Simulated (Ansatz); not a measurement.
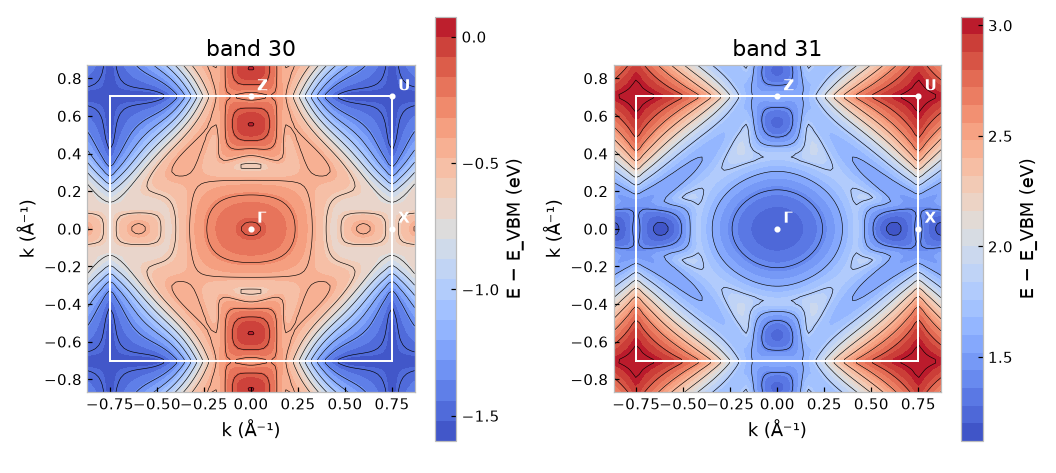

Two bands of a SnSe monolayer (space group of the slab cell Pmn2_1) over the plane of the sheet: the highest mostly filled and the lowest mostly empty one.

Computed with DFT PBE, scalar-relativistic, plane waves, PAW; levels and slopes on a dense k mesh at the converged density (Ansatz). No spin polarisation. The levels come from a k mesh of 46×42×1 points. Cell and positions as given, without relaxation.

Question: Give both levels and their distance at the named points.

Answer:
```tsv
point	lower band (eV)	upper band (eV)	distance (eV)
Γ	−0.14	1.22	1.36
X	−0.68	1.46	2.14
Z	−0.37	1.62	1.99
U	−1.54	3.04	4.58
```

Question: Where are the band edges of the whole zone?

Answer: The valence band has two equivalent maxima on the Γ–Z line, principal masses 0.16 and 0.27 mₑ; the conduction band has two equivalent minima on the Γ–X line, principal masses 0.15 and 0.19 mₑ. The gap is indirect, 1.16 eV at this level of theory (semilocal functionals give gaps that are too small, and can reorder valleys that lie close).

Spin-orbit coupling, left out here, can change the gap, its kind, the place of the band edges and the masses, since the compound holds Sn and Se.
